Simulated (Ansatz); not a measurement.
# Geometry relaxation of Cu (part 1 of 2)

System: Cu (I4/mmm, 2 atoms in the cell).
Method: DFT r2SCAN, scalar-relativistic, plane waves, PAW, no spin polarisation (Ansatz 0.2.0).

The structure derives from a Materials Project entry. It belongs to a series of runs on one base structure; here: biaxial strain in the a-b plane, c and atoms relaxed: -2.0 %. Figures and captions count atoms from 1; the log counts them from 0 in places.

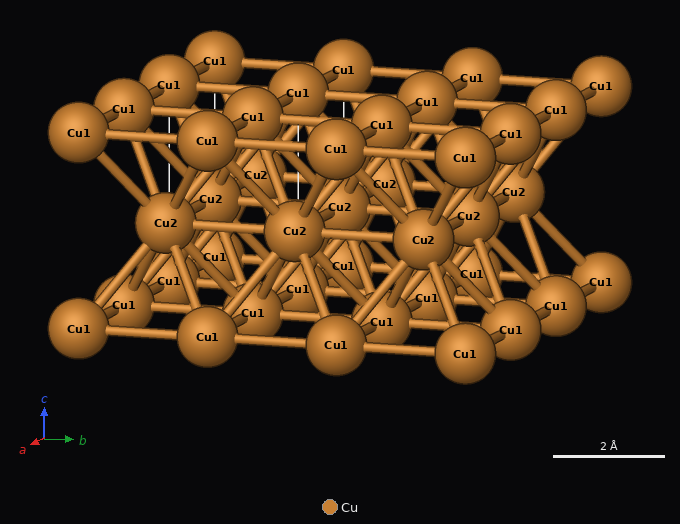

**Figure 1.** The input geometry (ball-and-stick view of the cell of the calculation, repeated 3 × 3 × 1, seen slightly off an axis; atoms are numbered from 1 in the order of the input). An atom can appear more than once, as a periodic image. Near neighbours in the periodic cell (some may lie outside the picture): Cu has 12 Cu at 2.48 to 2.52 Å.

The input
```yaml
crystal:
  lattice:
    - [1.7525644942, 1.7525644942, 0.0]
    - [-1.7525644942, 1.7525644942, 0.0]
    - [0.0, 0.0, 3.61958218]
  atoms:
    - { symbol: Cu, position: [0.0, 0.0, 0.0] }
    - { symbol: Cu, position: [0.5, 0.5, 0.5] }
basis:
  ecutwfc: 500
kpoints:
  mp_grid: { grid: [20, 20, 14] }
hamiltonian:
  xc: r2scan
scf:
  occupations: { method: gaussian, width: 0.1 }
output:
  forces: true
  stress: true
  eigenvalues: true
relax:
  adjacent_minimum: "off"
  f_tol: 0.008
  max_steps: 40
  cell: { stress_tol: 0.015, fix: [a, b, gamma] }
```

Hardware: 1 thread of Intel Xeon @ 2.50GHz (Skylake/Cascade Lake), 189 GiB of memory available, shared host.

Launch command:
```bash
ansatz run input.yaml --threads 1 --pin off --max-ram 2560MiB --backend cpu --events-out ev --progress --plain --runs-dir out
```

The program's output
```
Engine: ansatz 0.2.0, x86_64-unknown-linux-gnu
Pseudopotentials: kind: paw
Pseudopotential: Cu, paw, valence charge 19, recommended cutoff 500 eV (meta_gga), Cu.paw.azcp
Functional definition: r2SCAN
  parameter k0 = 0.174
  parameter k1 = 0.065
  parameter a1 = 4.9479
  exchange = r2scan_x(k0 = k0, k1 = k1, a1 = a1)
  correlation = r2scan_c
Crystal: 2 atoms, lattice volume = 22.235 Å³
Basis set: ecut = 500 eV, 553 PW (Γ), exchange–correlation on 80×80×108 points (64 copies of the dense FFT grid, shifted against one another)
Bands: 23, of which v1, the nominal top of the filled ones, is band 19 counted from 1 (18 counted from 0)
Symmetry: 32 space group operations
Space group: I4/mmm (ITA 139), of the structure as read, at distance tolerance 2.8e-5 Å
k-points: 528 of 5600
Non-local potential: Cu, projectors of the file, l = 0: 3, l = 1: 2, l = 2: 3, l = 3: 1
PAW form: soft (Blöchl's): semilocal exchange-correlation on the pseudo side does not see the compensation charge
PAW frozen core: Cu, regenerated for the run's functional (the file was generated under x = pbe(κ = 0.804, μ = 0.2195149727645171), c = pbe(β = 0.06672455060314922))
PAW one-centre angular grid: Cu, 590 points (default); XC on 160 Gauss nodes
Initial density: superposition of atomic densities (neutral atoms: chi_scale 0, normalization atom), corrected by the library's trained network
Initial wavefunctions: pseudopotential atomic-orbital guess
Functional: x = r2scan, c = r2scan; τ floored in thin density (d = 2e-4 eV/Å³)
SCF iter   1: F=—  HF=-13262.498896 eV  |F-HF|=—  |Δ(HF+E_count)|=         —  Δρ=4.04e-2  dr2=1.97e-1  dr2_τ=1.37e-3  ethr=1.77e-3  ⟨swp⟩=4.9  Hψ=44701  notcnv=0
preconditioner: auto → none  [metal: Δε(μ)=0.008 eV  Ē_g=11.900 eV  σ=0.100 eV  W_gap=0.05  n_scr=6 (ndim 8)  ℏωp=36.9 eV  f_vac=0.000  D(μ)=0.60/eV (n_scr^D=2)  sad-step TF]
SCF iter   2: F=—  HF=-13262.476823 eV  |F-HF|=—  |Δ(HF+E_count)|=   2.21e-2  Δρ=9.72e-3  dr2=6.75e-3  dr2_τ=2.38e-3  ethr=5.18e-4  ⟨swp⟩=2.0  Hψ=23795  notcnv=0  defer=104
SCF iter   3: F=—  HF=-13262.465133 eV  |F-HF|=—  |Δ(HF+E_count)|=   1.17e-2  Δρ=6.57e-3  dr2=6.32e-3  dr2_τ=4.95e-5  ethr=1.78e-5  ⟨swp⟩=2.0  Hψ=24054  notcnv=0  defer=104
SCF iter   4: F=—  HF=-13262.463282 eV  |F-HF|=—  |Δ(HF+E_count)|=   1.85e-3  Δρ=7.57e-4  dr2=3.17e-5  dr2_τ=4.85e-6  ethr=1.66e-5  ⟨swp⟩=2.0  Hψ=15681  notcnv=0  defer=104
SCF iter   5: F=—  HF=-13262.463371 eV  |F-HF|=—  |Δ(HF+E_count)|=   8.90e-5  Δρ=1.47e-4  dr2=8.76e-7  dr2_τ=9.29e-8  ethr=8.35e-8  ⟨swp⟩=2.0  Hψ=22735  notcnv=0  defer=104
SCF iter   6: F=—  HF=-13262.463379 eV  |F-HF|=—  |Δ(HF+E_count)|=   8.52e-6  Δρ=3.34e-5  dr2=6.57e-8  dr2_τ=5.99e-9  ethr=2.63e-10  ⟨swp⟩=7.1  Hψ=58861  notcnv=0
SCF iter   7: F=-13262.463380 eV  HF=-13262.463380 eV  |F-HF|=8.69e-9  |Δ(HF+E_count)|=   2.05e-7  Δρ=8.17e-6  dr2=1.03e-8  dr2_τ=6.08e-11  ethr=1.73e-10  ⟨swp⟩=5.1  Hψ=49029  notcnv=0
SCF 1 converged in 7 iterations: F = -13262.463380 eV  dr2 = 1.03e-8
  greatest PAW one-centre occupation: 1.000 electrons in one spin orbital (limit 2), on the Cu atom at site 1 (counted from 0), in its partial waves of l = 0
relax step   1: F+E_penalty+E_count = -13262.46337970 eV  Δ(F+E_penalty+E_count) = +0.000e0 eV  max|allowed force component| = 3.155e-30 eV/Å  Δτ_max = 0.0000 Å  P = +5.035 GPa  Ω = 22.235 Å³  fix = [a, b, gamma]  reactions: a +5.933, b +5.933 GPa  (7 SCF iters, dr2 threshold 1.00e-7 eV, accepted)
Crystal: 2 atoms, lattice volume = 22.349 Å³
Initial density: handed on by an earlier stage of this run
Initial wavefunctions: those handed on with the density
iter 1 solved again at ethr=2.30e-6 eV; its pass at ethr=3.10e-3 eV (dr2=8.75e-4 eV) is discarded
SCF iter   1: F=—  HF=-13262.463904 eV  |F-HF|=—  |Δ(HF+E_count)|=         —  Δρ=2.51e-3  dr2=8.51e-4  dr2_τ=1.02e-3  ethr=2.30e-6  ⟨swp⟩=2.1  Hψ=56386  notcnv=0
preconditioner: auto → none  [metal: Δε(μ)=0.013 eV  Ē_g=11.694 eV  σ=0.100 eV  W_gap=0.08  n_scr=6 (ndim 8)  ℏωp=36.8 eV  f_vac=0.000  D(μ)=0.65/eV (n_scr^D=2)]
SCF iter   2: F=—  HF=-13262.465574 eV  |F-HF|=—  |Δ(HF+E_count)|=   1.67e-3  Δρ=3.39e-3  dr2=1.33e-3  dr2_τ=1.01e-5  ethr=2.24e-6  ⟨swp⟩=2.0  Hψ=21917  notcnv=0
SCF iter   3: F=—  HF=-13262.465229 eV  |F-HF|=—  |Δ(HF+E_count)|=   3.45e-4  Δρ=1.06e-3  dr2=1.18e-4  dr2_τ=1.45e-6  ethr=2.24e-6  ⟨swp⟩=2.0  Hψ=16747  notcnv=0
SCF iter   4: F=—  HF=-13262.465203 eV  |F-HF|=—  |Δ(HF+E_count)|=   2.63e-5  Δρ=6.91e-5  dr2=4.00e-7  dr2_τ=2.54e-8  ethr=3.11e-7  ⟨swp⟩=2.0  Hψ=17588  notcnv=0
SCF iter   5: F=—  HF=-13262.465204 eV  |F-HF|=—  |Δ(HF+E_count)|=   1.29e-6  Δρ=9.16e-5  dr2=9.15e-7  dr2_τ=3.07e-9  ethr=5.26e-10  ⟨swp⟩=5.4  Hψ=54302  notcnv=0
SCF iter   6: F=—  HF=-13262.465204 eV  |F-HF|=—  |Δ(HF+E_count)|=   1.28e-7  Δρ=4.81e-5  dr2=2.79e-7  dr2_τ=8.40e-10  ethr=1.05e-9  ⟨swp⟩=2.0  Hψ=17614  notcnv=0
SCF iter   7: F=-13262.465204 eV  HF=-13262.465204 eV  |F-HF|=9.77e-8  |Δ(HF+E_count)|=   2.33e-8  Δρ=3.22e-5  dr2=1.26e-7  dr2_τ=3.39e-10  ethr=5.26e-10  ⟨swp⟩=3.5  Hψ=35027  notcnv=0
SCF 2 converged in 7 iterations: F = -13262.465204 eV  dr2 = 1.26e-7
relax step   2: F+E_penalty+E_count = -13262.46520380 eV  Δ(F+E_penalty+E_count) = -1.824e-3 eV  max|allowed force component| = 1.368e-30 eV/Å  Δτ_max = 0.0000 Å  P = +4.094 GPa  Ω = 22.349 Å³  energy of the carried Pulay correction = -5.950e-5 eV  fix = [a, b, gamma]  reactions: a +5.112, b +5.112 GPa  (7 SCF iters, dr2 threshold 2.00e-7 eV, accepted)
Crystal: 2 atoms, lattice volume = 22.548 Å³
Basis set: ecut = 500 eV, 585 PW (Γ), exchange–correlation on 80×80×108 points (64 copies of the dense FFT grid, shifted against one another)
iter 1 solved again at ethr=6.72e-6 eV; its pass at ethr=3.10e-3 eV (dr2=2.55e-3 eV) is discarded
SCF iter   1: F=—  HF=-13262.462549 eV  |F-HF|=—  |Δ(HF+E_count)|=         —  Δρ=4.33e-3  dr2=2.56e-3  dr2_τ=3.05e-3  ethr=6.72e-6  ⟨swp⟩=1.3  Hψ=57691  notcnv=0
preconditioner: auto → none  [metal: Δε(μ)=0.013 eV  Ē_g=11.614 eV  σ=0.100 eV  W_gap=0.07  n_scr=6 (ndim 8)  ℏωp=36.7 eV  f_vac=0.000  D(μ)=0.67/eV (n_scr^D=2)]
SCF iter   2: F=—  HF=-13262.467546 eV  |F-HF|=—  |Δ(HF+E_count)|=   5.00e-3  Δρ=5.92e-3  dr2=4.10e-3  dr2_τ=3.03e-5  ethr=6.72e-6  ⟨swp⟩=2.0  Hψ=22270  notcnv=0
SCF iter   3: F=—  HF=-13262.466521 eV  |F-HF|=—  |Δ(HF+E_count)|=   1.03e-3  Δρ=1.89e-3  dr2=3.82e-4  dr2_τ=4.82e-6  ethr=6.72e-6  ⟨swp⟩=2.0  Hψ=16745  notcnv=0
SCF iter   4: F=—  HF=-13262.466422 eV  |F-HF|=—  |Δ(HF+E_count)|=   9.87e-5  Δρ=1.20e-4  dr2=1.22e-6  dr2_τ=7.78e-8  ethr=1.01e-6  ⟨swp⟩=2.0  Hψ=17583  notcnv=0
SCF iter   5: F=—  HF=-13262.466414 eV  |F-HF|=—  |Δ(HF+E_count)|=   7.51e-6  Δρ=1.49e-4  dr2=2.46e-6  dr2_τ=8.72e-9  ethr=5.26e-10  ⟨swp⟩=6.0  Hψ=55521  notcnv=0
SCF iter   6: F=—  HF=-13262.466415 eV  |F-HF|=—  |Δ(HF+E_count)|=   4.00e-7  Δρ=8.24e-5  dr2=8.26e-7  dr2_τ=2.62e-9  ethr=3.20e-9  ⟨swp⟩=2.4  Hψ=17470  notcnv=0
SCF iter   7: F=—  HF=-13262.466415 eV  |F-HF|=—  |Δ(HF+E_count)|=   7.03e-8  Δρ=5.51e-5  dr2=3.72e-7  dr2_τ=1.04e-9  ethr=2.17e-9  ⟨swp⟩=1.0  Hψ=12144  notcnv=0
SCF iter   8: F=-13262.466415 eV  HF=-13262.466415 eV  |F-HF|=8.73e-10  |Δ(HF+E_count)|=   4.80e-8  Δρ=3.89e-6  dr2=1.84e-9  dr2_τ=3.15e-11  ethr=5.26e-10  ⟨swp⟩=5.0  Hψ=51341  notcnv=0
SCF 3 converged in 8 iterations: F = -13262.466415 eV  dr2 = 1.84e-9
relax step   3: F+E_penalty+E_count = -13262.46641472 eV  Δ(F+E_penalty+E_count) = -1.211e-3 eV  max|allowed force component| = 2.046e-30 eV/Å  Δτ_max = 0.0000 Å  P = +2.535 GPa  Ω = 22.548 Å³  energy of the carried Pulay correction = -1.623e-4 eV  fix = [a, b, gamma]  reactions: a +3.763, b +3.763 GPa  (8 SCF iters, dr2 threshold 2.00e-7 eV, accepted)
Crystal: 2 atoms, lattice volume = 22.556 Å³
iter 1 solved again at ethr=1.10e-8 eV; its pass at ethr=3.10e-3 eV (dr2=4.18e-6 eV) is discarded
SCF iter   1: F=—  HF=-13262.466406 eV  |F-HF|=—  |Δ(HF+E_count)|=         —  Δρ=1.71e-4  dr2=4.03e-6  dr2_τ=5.00e-6  ethr=1.10e-8  ⟨swp⟩=2.0  Hψ=55710  notcnv=0
preconditioner: auto → none  [metal: Δε(μ)=0.008 eV  Ē_g=11.595 eV  σ=0.100 eV  W_gap=0.05  n_scr=6 (ndim 8)  ℏωp=36.7 eV  f_vac=0.000  D(μ)=0.68/eV (n_scr^D=2)]
SCF iter   2: F=—  HF=-13262.466414 eV  |F-HF|=—  |Δ(HF+E_count)|=   8.31e-6  Δρ=2.34e-4  dr2=6.44e-6  dr2_τ=4.74e-8  ethr=1.06e-8  ⟨swp⟩=2.0  Hψ=21933  notcnv=0
SCF iter   3: F=—  HF=-13262.466413 eV  |F-HF|=—  |Δ(HF+E_count)|=   1.78e-6  Δρ=2.55e-5  dr2=5.59e-8  dr2_τ=4.33e-10  ethr=1.06e-8  ⟨swp⟩=2.0  Hψ=17592  notcnv=0
SCF iter   4: F=-13262.466413 eV  HF=-13262.466413 eV  |F-HF|=1.77e-9  |Δ(HF+E_count)|=   5.18e-9  Δρ=5.74e-6  dr2=5.44e-9  dr2_τ=1.44e-10  ethr=4.27e-11  ⟨swp⟩=4.9  Hψ=50060  notcnv=0
SCF 4 converged in 4 iterations: F = -13262.466413 eV  dr2 = 5.44e-9
relax step   4: F+E_penalty+E_count = -13262.46641266 eV  Δ(F+E_penalty+E_count) = +2.063e-6 eV  max|allowed force component| = 3.944e-30 eV/Å  Δτ_max = 0.0000 Å  P = +2.474 GPa  Ω = 22.556 Å³  energy of the carried Pulay correction = -1.665e-4 eV  fix = [a, b, gamma]  reactions: a +3.710, b +3.710 GPa  (4 SCF iters, dr2 threshold 1.62e-8 eV, accepted)
Initial wavefunctions: pseudopotential atomic-orbital guess (no wavefunctions were taken with the density)
iter 1 solved again at ethr=1.62e-9 eV; its pass at ethr=3.10e-3 eV (dr2=6.14e-7 eV) is discarded
SCF iter   1: F=—  HF=-13262.466527 eV  |F-HF|=—  |Δ(HF+E_count)|=         —  Δρ=2.69e-4  dr2=5.67e-7  dr2_τ=2.03e-7  ethr=1.62e-9  ⟨swp⟩=3.1  Hψ=81764  notcnv=0
SCF iter   2: F=—  HF=-13262.466579 eV  |F-HF|=—  |Δ(HF+E_count)|=   5.23e-5  Δρ=1.33e-4  dr2=8.14e-8  dr2_τ=1.19e-6  ethr=1.49e-9  ⟨swp⟩=2.0  Hψ=16972  notcnv=0
SCF iter   3: F=—  HF=-13262.466598 eV  |F-HF|=—  |Δ(HF+E_count)|=   1.94e-5  Δρ=6.05e-5  dr2=3.02e-7  dr2_τ=7.60e-8  ethr=2.14e-10  ⟨swp⟩=2.0  Hψ=22217  notcnv=0
SCF iter   4: F=—  HF=-13262.466599 eV  |F-HF|=—  |Δ(HF+E_count)|=   8.39e-7  Δρ=1.82e-5  dr2=3.74e-9  dr2_τ=2.09e-8  ethr=2.14e-10  ⟨swp⟩=2.0  Hψ=20006  notcnv=0
SCF iter   5: F=—  HF=-13262.466599 eV  |F-HF|=—  |Δ(HF+E_count)|=   3.77e-7  Δρ=1.87e-6  dr2=4.60e-10  dr2_τ=4.55e-11  ethr=9.85e-12  ⟨swp⟩=2.0  Hψ=20773  notcnv=0
SCF iter   6: F=—  HF=-13262.466599 eV  |F-HF|=—  |Δ(HF+E_count)|=  4.71e-10  Δρ=2.92e-7  dr2=3.99e-12  dr2_τ=3.46e-12  ethr=1.21e-12  ⟨swp⟩=2.0  Hψ=17790  notcnv=0
SCF iter   7: F=-13262.466599 eV  HF=-13262.466599 eV  |F-HF|=1.82e-12  |Δ(HF+E_count)|=  5.82e-11  Δρ=5.08e-8  dr2=2.83e-13  dr2_τ=6.36e-15  ethr=1.00e-12  ⟨swp⟩=4.8  Hψ=45722  notcnv=0
SCF 5 converged in 7 iterations: F = -13262.466599 eV  dr2 = 2.83e-13
relax step   5: F+E_penalty+E_count = -13262.46659947 eV  Δ(F+E_penalty+E_count) = -1.868e-4 eV  max|allowed force component| = 7.889e-31 eV/Å  Δτ_max = 0.0000 Å  P = +2.485 GPa  Ω = 22.556 Å³  fix = [a, b, gamma]  reactions: a +3.717, b +3.717 GPa  stress off target by 2.18e-2 GPa on what of the cell is left free  SCF on the basis re-selected at this cell (its energy is not comparable with the rows above)  (7 SCF iters)
basis re-selected at this cell: Δ(F+E_penalty+E_count) = -1.868e-4 eV, ΔP = +0.011 GPa vs the last step (what re-selecting the basis moved, of the pressure what is left beyond the Pulay correction that the steps carried, after the strain that the cell walked since its last selection, with what the two solves' SCF thresholds leave and, on support functions, any second-order correction that the steps lacked; it is no measure of the basis error at this ecutwfc). This SCF's stress stands 2.18e-2 GPa from its target on what of the cell is left free (relax.cell.stress_tol is 1.50e-2 GPa) and its largest allowed force component is 7.89e-31 eV/Å (relax.f_tol is 8.00e-3 eV/Å): not within both, so this SCF does not close the relaxation
Crystal: 2 atoms, lattice volume = 22.558 Å³
iter 1 solved again at ethr=8.55e-10 eV; its pass at ethr=3.10e-3 eV (dr2=3.25e-7 eV) is discarded
```
